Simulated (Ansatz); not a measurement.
## AlCu3: an electron-density study

Space group Pmmn. The cell comes from a database of computed structures, not from a measurement.

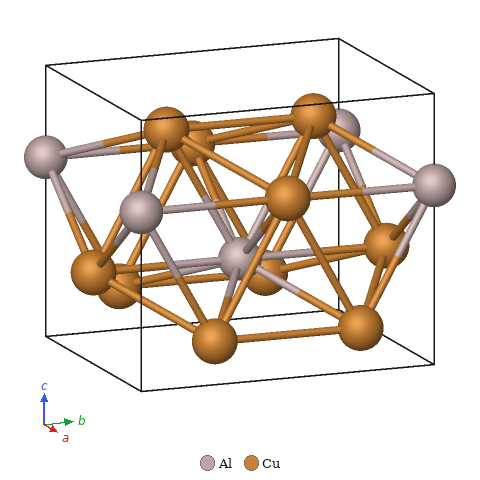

The conventional cell.

The calculation's input:

```
crystal:
  lattice:
    - [4.1725144, 0.0, 0.0]
    - [0.0, 5.10701746, 0.0]
    - [0.0, 0.0, 4.51171531]
  atoms:
    - { symbol: Al, position: [0.0, 0.0, 0.66111] }
    - { symbol: Al, position: [0.5, 0.5, 0.33889] }
    - { symbol: Cu, position: [0.0, 0.5, 0.66267495] }
    - { symbol: Cu, position: [0.5, 0.0, 0.33732505] }
    - { symbol: Cu, position: [0.0, 0.25094031, 0.16006468] }
    - { symbol: Cu, position: [0.0, 0.74905969, 0.16006468] }
    - { symbol: Cu, position: [0.5, 0.24905969, 0.83993532] }
    - { symbol: Cu, position: [0.5, 0.75094031, 0.83993532] }
basis:
  ecutwfc: 500
  fft_grid_basis: typed
kpoints:
  mp_grid: { grid: [8, 8, 8] }
hamiltonian:
  xc: pbesol
  pseudopotentials: { kind: paw }
scf:
  occupations: { method: gaussian, width: 0.05 }
output:
  forces: true
  stress: true
  eigenvalues: true
  bader: true
  write_density: true
  volumetric_format: npy
  elf: true
```

Launched as:

```sh
ansatz run input.yaml --threads 2 --pin off --max-ram 4096MiB --backend cpu --events-out ev --progress --plain --runs-dir out
```

The picture shows the conventional cell (a = 4.17 Å, b = 5.11 Å, c = 4.51 Å, α = 90.00°, β = 90.00°, γ = 90.00°).

The calculation used Ansatz 0.2.0, DFT PBEsol, scalar-relativistic, plane waves, PAW.

Core electrons are frozen (PAW), so the maps are meaningful between the atoms, not at the nuclei.

## 1. Bonding charge

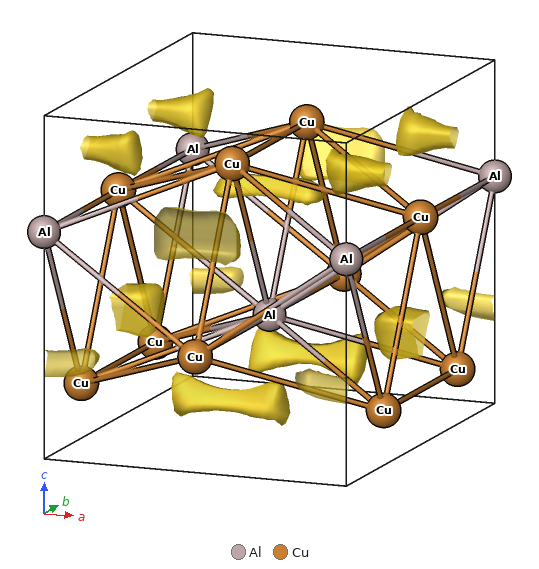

Deformation density (self-consistent density less superposed neutral spherical atoms): yellow surfaces at +0.05, none at −0.05 e/Å³, in the conventional cell seen slightly off an axis (the regions close to the nuclei are left out). Cores are masked to 0.8 Å (Al) and 0.9 Å (Cu).

Q: Read the map: where is density gained and where lost?

A: Cu–Cu (2.54 Å): Δρ is +0.05 e/Å³ at the midpoint. Al–Cu (2.55 Å): Δρ is +0.03 e/Å³ at the midpoint. Over the whole cell, outside the masked cores, the largest gain, 0.05 e/Å³, lies 1.5 Å from a copper nucleus and 1.9 Å from an aluminium one, and the largest loss lies at the edge of the masked core of Al. In all about 0.25 e an atom is rearranged against the free atoms. Bader charges: Al +1.56 and Cu −0.57 to −0.50 e. Among metals such charges hang on how the charge between the atoms is shared out.

## 2. One group of states

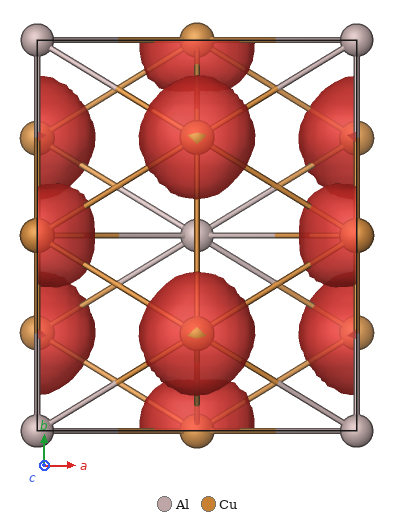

Density of the Kohn–Sham states from −1.2 to 0.0 eV about the Fermi level (the filled states just under the Fermi level), scaled to one electron a cell: red surface at 0.01 1/Å³, in the conventional cell seen along the c axis.

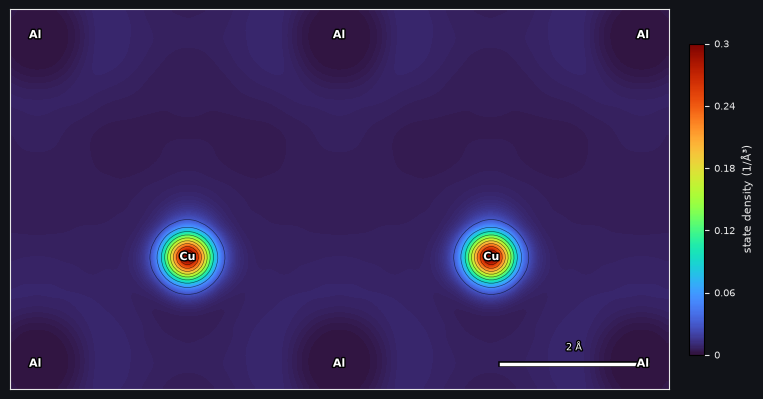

The same field as a map on the (010) plane of the conventional cell.

Q: What is the character of these states?

A: Projected on a minimal set of atomic orbitals (Löwdin), they are Al 3p (40 %), Cu 3d (35 %) and Cu 4s (15 %). In space (atomic cells sized by Bader volumes) the density divides as Cu about 90 % and Al about 10 %. The two measures disagree here: the projection uses a minimal set of atomic orbitals, while the spatial cells share out diffuse density by volume.

## 3. Another level of theory

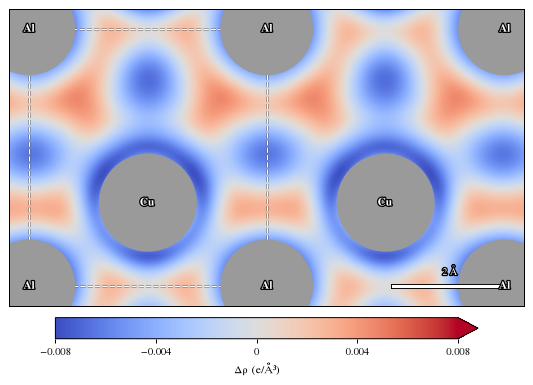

AlCu3: difference of two self-consistent densities at the same geometry, ρ(r2SCAN) − ρ(PBEsol), on the (010) plane of the conventional cell. Grey discs cover the cores, where the PAW densities can't be compared. Cores are masked to 0.8 Å (Al) and 0.9 Å (Cu).

Both runs: Ansatz, scalar-relativistic, plane waves and PAW, same cutoff, k-points and PAW files (made with PBE).

Q: What differs between the two levels of theory?

A: Against PBEsol, and outside the masked cores, the largest gain, 0.005 e/Å³, lies 1.7 Å from an aluminium nucleus and 1.8 Å from a copper one, and the largest loss lies at the edge of the masked core of Cu.
Bader charges are Al +1.56 and Cu −0.57 to −0.50 e with PBEsol and Al +1.65 and Cu −0.60 to −0.53 e with r2SCAN. Among metals such charges hang on how the charge between the atoms is shared out.
At this volume the pressure is −1 GPa with PBEsol and 0 GPa with r2SCAN.

## 4. Change of volume

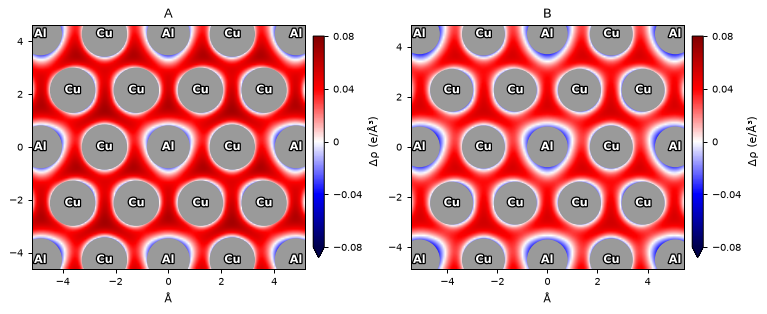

AlCu3: deformation density on the (100) plane of the conventional cell at two volumes, with the same fractional coordinates and one colour scale. Grey discs cover the cores.

Q: Which panel is the larger cell, by how much, and what changes?

A: B is the larger cell: A has 85 % of the volume of B.
- From B to A, Cu–Cu goes from 2.54 to 2.40 Å, and Δρ at its midpoint from +0.05 to +0.06 e/Å³.
- From B to A, Al–Cu goes from 2.55 to 2.41 Å, and Δρ at its midpoint from +0.03 to +0.04 e/Å³.
- The pressure is −1 GPa in B and 35 GPa in A.
- The rearranged charge is 0.25 e an atom in B and 0.27 e in A.

## 5. Putting it together

The two pressures give a mean stiffness −ΔP/Δln V of about 218 GPa over this range, with the atoms held at their fractional positions.
